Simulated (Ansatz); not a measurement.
## What a change does: single-point calculation on SnO2

System: SnO2 (P4₂/mnm, 6 atoms in the cell).
Method of the first run: DFT r2SCAN, scalar-relativistic, plane waves, PAW, no spin polarisation (Ansatz 0.2.0).

The structure derives from a Materials Project entry. Text and figures count atoms from 1; the logs count them from 0 in places.

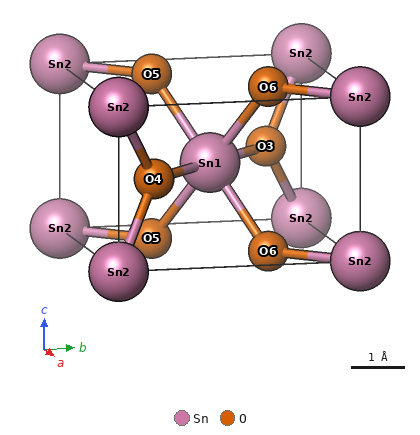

**Figure 1.** The input geometry (ball-and-stick view of the cell of the calculation, seen slightly off an axis; atoms are numbered from 1 in the order of the input). An atom can appear more than once, as a periodic image. Near neighbours in the periodic cell (some may lie outside the picture): Sn has 6 O at 2.06 to 2.07 Å; O has 3 Sn at 2.06 to 2.07 Å.

### The input, the first run
```yaml
crystal:
  lattice:
    - [4.7592005654, 0.0, 0.0]
    - [0.0, 4.7592005654, 0.0]
    - [0.0, 0.0, 3.2012699648]
  atoms:
    - { symbol: Sn, position: [0.5, 0.5, 0.5] }
    - { symbol: Sn, position: [0.0, 0.0, 0.0] }
    - { symbol: O, position: [0.1940616415, 0.8059383585, 0.5] }
    - { symbol: O, position: [0.8059383585, 0.1940616415, 0.5] }
    - { symbol: O, position: [0.3059383585, 0.3059383585, 0.0] }
    - { symbol: O, position: [0.6940616415, 0.6940616415, 0.0] }
basis:
  ecutwfc: 500
kpoints:
  mp_grid: { grid: [6, 6, 8] }
  band_path: { path: [VBM, CBM], npoints: 2 }
hamiltonian:
  xc: r2scan
scf:
  occupations: { method: gaussian, width: 0.02 }
output:
  forces: true
  stress: true
  eigenvalues: true
checkpoint:
  read: start.run
  write: ck
  compress: false
  write_wavefunctions: false
  write_every: 100000
```

Launched with:
```bash
ansatz run input.yaml --threads 1 --pin off --max-ram 2560MiB --backend cpu --events-out ev --progress --plain --runs-dir out
```

Hardware: 1 thread of AMD EPYC (Zen 3), 189 GiB of memory available, shared host.

### Output, shortened to warnings, some set-up lines, iterations and results (the first run)
```
Basis set: ecut = 500 eV, 1867 PW (Γ), exchange–correlation on 144×144×96 points (64 copies of the dense FFT grid, shifted against one another)
Symmetry: 16 space group operations
k-points: 50 of 288
Initial density: read from a saved state, or passed on in memory by an earlier SCF of this step, an earlier step, the calling program or the single point that the run made first
[...]
SCF iter   1: F=—  HF=-14352.427949 eV  |F-HF|=—  |Δ(HF+E_count)|=         —  Δρ=8.46e-6  dr2=5.03e-8  dr2_τ=2.24e-9  ethr=2.60e-8  ⟨swp⟩=3.5  Hψ=11974  notcnv=0
SCF iter   2: F=-14352.427949 eV  HF=-14352.427949 eV  |F-HF|=7.89e-10  |Δ(HF+E_count)|=   1.06e-8  Δρ=2.78e-6  dr2=9.97e-9  dr2_τ=7.10e-10  ethr=9.67e-11  ⟨swp⟩=6.7  Hψ=6550 …
SCF 1 converged in 2 iterations: F = -14352.427949 eV  dr2 = 9.97e-9
NSCF: frozen V_eff on 40 k-points
NSCF: frozen V_eff on 34 k-points
NSCF: frozen V_eff on 5 k-points
NSCF: frozen V_eff on 5 k-points
NSCF: frozen V_eff on 5 k-points
NSCF: frozen V_eff on 5 k-points
NSCF: frozen V_eff on 5 k-points
NSCF: frozen V_eff on 3 k-points
SCF converged after 2 iterations
Free energy (F): -14352.427949 eV
Harris-Foulkes:  -14352.427949 eV  (|F-HF|=7.89e-10)
Internal energy: -14352.427949 eV  (E = F + TS)
E sigma→0 (E₀):  -14352.427949 eV
Fermi energy:    9.767935 eV
--- Per-component energies (eV) ---
  E_band       = -164.802078
  E_kinetic    = 1085.763781
  E_local      = -2885.060285  (includes V_loc(G=0)·N_el)
  E_nonlocal   = 131.543672
  E_hartree    = 1501.906517
  E_xc         = -1035.816771
  E_vxc        = -622.686517  (∫ρ·V_xc dr)
  E_paw        = -8986.297822  (= ΣΔE_a)
  E_vpaw       = -917.480363  (= ΣTr[D̂ρ^β])
  E_aug_tail   = 0.003906  (compensation charges beyond the density's cutoff)
  E_vtau       = 39.296648  (kinetic-family band-sum trace: ∫τ·v_τ [+ j·A + Jᵃ·Aᵃ] dr)
  E_ewald      = -4165.813824
  E_core_change = 1.342876  (= ΣΔE_core)
  E_smearing   = -0.000000  (= −TS)
  E_closure    = 0.000000  (closes the sum)
  Σ components = -14352.427949   (vs F -14352.427949, Δ=0.00e0)
--- Forces (eV/Å), atoms counted from 1 ---
  atom   1  Sn     0.00000000    -0.00000000    -0.00000000
  atom   2  Sn     0.00000000    -0.00000000     0.00000000
  atom   3  O      0.00281792    -0.00281792    -0.00000000
  atom   4  O     -0.00281792     0.00281792     0.00000000
  atom   5  O     -0.00281792    -0.00281792     0.00000000
  atom   6  O      0.00281792     0.00281792    -0.00000000
  max |Σ_I F_I| component: 1.73e-18 eV/Å
--- Stress (GPa, compression-positive) ---
        0.046047       0.000000       0.000000
        0.000000       0.046047       0.000000
        0.000000       0.000000      -0.011304
  P = ⅓ Tr σ = 0.0269 GPa (0.269 kbar)
```

The input of the second run differs as follows (lines with − go, lines with + come):
```diff
-    - [0.0, 0.0, 3.2012699648]
+    - [0.0960380989, 0.0, 3.2012699648]
-    - { symbol: O, position: [0.1940616415, 0.8059383585, 0.5] }
-    - { symbol: O, position: [0.8059383585, 0.1940616415, 0.5] }
-    - { symbol: O, position: [0.3059383585, 0.3059383585, 0.0] }
-    - { symbol: O, position: [0.6940616415, 0.6940616415, 0.0] }
+    - { symbol: O, position: [0.1944935394, 0.8062484996, 0.4962709165] }
+    - { symbol: O, position: [0.8055064606, 0.1937515004, 0.5037290835] }
+    - { symbol: O, position: [0.3055064606, 0.3062484996, 0.0037290835] }
+    - { symbol: O, position: [0.6944935394, 0.6937515004, -0.0037290835] }
```

What does this change do to the results?

With the same functional and potentials, the second run lies 3.4 meV per atom higher. The irreducible k-points go from 50 to 104. The plane waves at Γ go from 1867 to 1863. On the same kind of shared host the second run took about 2 times as long.

### Output, shortened to warnings, some set-up lines, iterations and results (the second run)
```
Basis set: ecut = 500 eV, 1863 PW (Γ), exchange–correlation on 144×144×96 points (64 copies of the dense FFT grid, shifted against one another)
Symmetry: 4 space group operations
k-points: 104 of 288
Initial density: read from a saved state, or passed on in memory by an earlier SCF of this step, an earlier step, the calling program or the single point that the run made first
[...]
SCF iter   1: F=—  HF=-14352.407675 eV  |F-HF|=—  |Δ(HF+E_count)|=         —  Δρ=3.92e-6  dr2=4.76e-9  dr2_τ=3.61e-10  ethr=2.82e-8  ⟨swp⟩=3.4  Hψ=24832  notcnv=0
SCF iter   2: F=-14352.407675 eV  HF=-14352.407675 eV  |F-HF|=5.57e-10  |Δ(HF+E_count)|=   1.26e-8  Δρ=1.88e-6  dr2=1.21e-9  dr2_τ=1.17e-10  ethr=9.15e-12  ⟨swp⟩=6.8  …
SCF 1 converged in 2 iterations: F = -14352.407675 eV  dr2 = 1.21e-9
NSCF: frozen V_eff on 80 k-points
NSCF: frozen V_eff on 80 k-points
NSCF: frozen V_eff on 6 k-points
NSCF: frozen V_eff on 7 k-points
NSCF: frozen V_eff on 7 k-points
NSCF: frozen V_eff on 7 k-points
NSCF: frozen V_eff on 7 k-points
NSCF: frozen V_eff on 7 k-points
NSCF: frozen V_eff on 3 k-points
SCF converged after 2 iterations
Free energy (F): -14352.407675 eV
Harris-Foulkes:  -14352.407675 eV  (|F-HF|=5.57e-10)
Internal energy: -14352.407675 eV  (E = F + TS)
E sigma→0 (E₀):  -14352.407675 eV
Fermi energy:    9.769886 eV
--- Per-component energies (eV) ---
  E_band       = -164.725856
  E_kinetic    = 1085.743408
  E_local      = -2884.172087  (includes V_loc(G=0)·N_el)
  E_nonlocal   = 131.538307
  E_hartree    = 1501.490446
  E_xc         = -1035.821031
  E_vxc        = -622.690306  (∫ρ·V_xc dr)
  E_paw        = -8986.261038  (= ΣΔE_a)
  E_vpaw       = -917.426246  (= ΣTr[D̂ρ^β])
  E_aug_tail   = 0.003976  (compensation charges beyond the density's cutoff)
  E_vtau       = 39.296490  (kinetic-family band-sum trace: ∫τ·v_τ [+ j·A + Jᵃ·Aᵃ] dr)
  E_ewald      = -4166.272532
  E_core_change = 1.342876  (= ΣΔE_core)
  E_smearing   = -0.000000  (= −TS)
  E_closure    = 0.000000  (closes the sum)
  Σ components = -14352.407675   (vs F -14352.407675, Δ=0.00e0)
--- Forces (eV/Å), atoms counted from 1 ---
  atom   1  Sn     0.00000000     0.00000000     0.00000000
  atom   2  Sn    -0.00000000     0.00000000     0.00000000
  atom   3  O      0.00119816     0.00043450     0.00038996
  atom   4  O     -0.00119816    -0.00043450    -0.00038996
  atom   5  O     -0.00119816     0.00043450    -0.00038996
  atom   6  O      0.00119816    -0.00043450     0.00038996
  max |Σ_I F_I| component: 0.00e0 eV/Å
--- Stress (GPa, compression-positive) ---
        0.025211       0.000000      -2.985676
        0.000000       0.106802       0.000000
       -2.985679       0.000000      -0.047677
  P = ⅓ Tr σ = 0.0281 GPa (0.281 kbar)
```

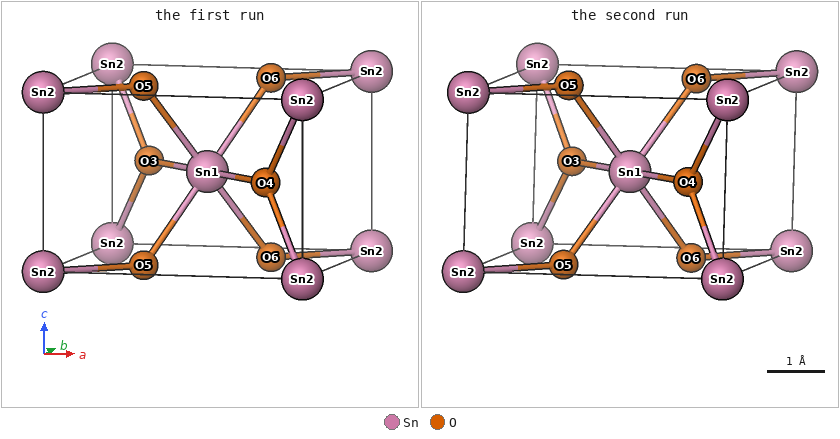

**Figure 2.** The two input geometries at one scale (ball-and-stick view of the cell of the calculation, seen slightly off an axis). The largest moves relative to the cell, 0.012 Å, are those of O3, O4, O5 and O6. Sn stays in place. The drawn cell changes at constant volume: a = b stay at 4.759 Å, c 3.201 → 3.203 Å (0.0 %), β 90.0° → 88.3°. Among the contacts that change: Sn1–O5 2.066 → 2.079 Å.

### The two runs side by side

```csv
quantity,the first run,the second run
outcome,converged,converged
free energy per atom (eV),−2392.0713,−2392.0679
gap on the mesh (eV),1.77,1.76
pressure (GPa),0.03,0.03
largest force (eV/Å),0.004,0.001
irreducible k-points,50,104
plane waves at Γ,1867,1863
wall time (shared host),42 s,85 s
```
